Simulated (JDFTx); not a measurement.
## A series of single points on Pd

System: Pd (Im-3m, 1 atom in the cell).
Method: Kohn-Sham DFT of a periodic cell, PBEsol, PseudoDojo-SR-PBEsol-0.4.1-standard, no spin polarisation (JDFTx 1.7.0 (patched build)).

The 7 runs differ only in the geometry, by an even scaling of the cell at fixed fractional positions. The structure derives from a Materials Project entry.

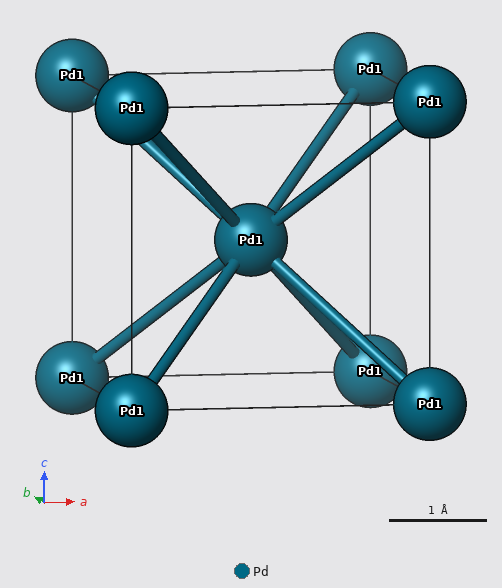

Figure 1. The structure of run 4 (ball-and-stick view of the cell 2 times as large as that of the calculation, set on its symmetry axes, seen slightly off an axis; atoms are numbered from 1 in the order of the input). An atom can appear more than once, as a periodic image.

## Input of run 4
```
lattice \
   -2.9711804810     2.9711804810     2.9711804810 \
    2.9711804810    -2.9711804810     2.9711804810 \
    2.9711804810     2.9711804810    -2.9711804810
coords-type Lattice
ion Pd     0.0000000000     0.0000000000     0.0000000000 1

ion-species pseudo/Pd.upf
elec-cutoff 41
elec-ex-corr gga-PBEsol
kpoint-folding 12 12 12
elec-smearing Fermi 0.0018374661
elec-n-bands 15
electronic-SCF nIterations 100 energyDiffThreshold 1e-09
electronic-minimize nIterations 30 energyDiffThreshold 1e-7
forces-output-coords Cartesian

dump-name run.$VAR
dump End Ecomponents EigStats BandEigs Kpoints Forces Stress
```

Command:
```bash
jdftx -c 1 -i Pd.in -o Pd.out
```

Run 5 differs from it as follows:
```diff
-   -2.9711804810     2.9711804810     2.9711804810 \
-    2.9711804810    -2.9711804810     2.9711804810 \
-    2.9711804810     2.9711804810    -2.9711804810
+   -2.9908577463     2.9908577463     2.9908577463 \
+    2.9908577463    -2.9908577463     2.9908577463 \
+    2.9908577463     2.9908577463    -2.9908577463
```

## Results, with one run withheld

| run | volume per atom (Å³) | free energy per atom, from the lowest run given (meV) | pressure (GPa) |
| --- | --- | --- | --- |
| 1 | 14.614 | 0.00 | 0.53 |
| 2 | 14.925 | 2.96 | −3.56 |
| 3 | 15.236 | 13.31 | −7.08 |
| 4 | 15.547 | 30.08 | −10.18 |
| 5 | 15.858 | ? | ? |
| 6 | 16.169 | 79.71 | −15.18 |
| 7 | 16.480 | 111.11 | −17.19 |

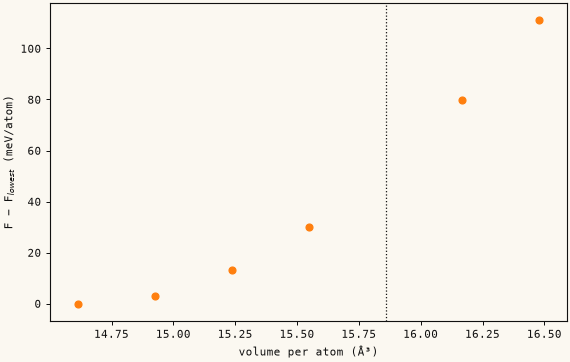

Figure 2. Free energy per atom of the runs given; the dotted line marks run 5.

Fit the runs given and predict run 5.

A cubic polynomial in V^(−2/3) (the Birch–Murnaghan form), fitted to the 6 runs given, misses them by at most 0.01 meV per atom. With x = V^(−2/3) − 0.16105 Å⁻², it reads F = 25.53 − 8505 x + 6.8586e+05 x² + 3.4395e+06 x³ (meV per atom). At run 5 it gives 52.47 meV per atom, and the run itself gives 52.47. The slope of the fit gives a pressure −dF/dV of −12.84 GPa there, and the run prints −12.88 GPa. The fit has its minimum at 14.655 Å³ per atom, where V d²F/dV² gives 202 GPa: the bulk modulus at this level, since symmetry fixes the shape and the positions.

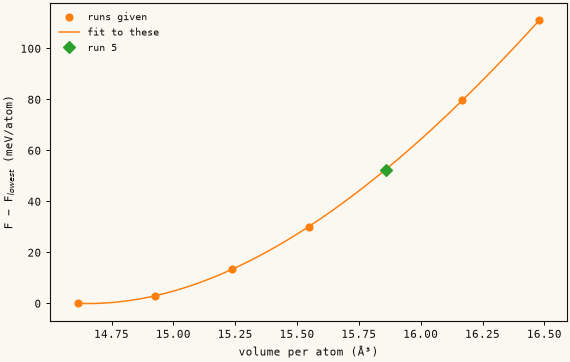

Figure 3. The fit and the withheld run.

## Some lines of the output (run 5)
```
[...]
unit cell volume = 107.016
     Etot =     -128.3555031116353575
        F =     -128.3559008432154656
	HOMO-LUMO gap: +0.003011
	Optical gap  : +0.011310 at state 70 ( [ +0.416667 +0.500000 +0.500000 ] spin 0 )
```
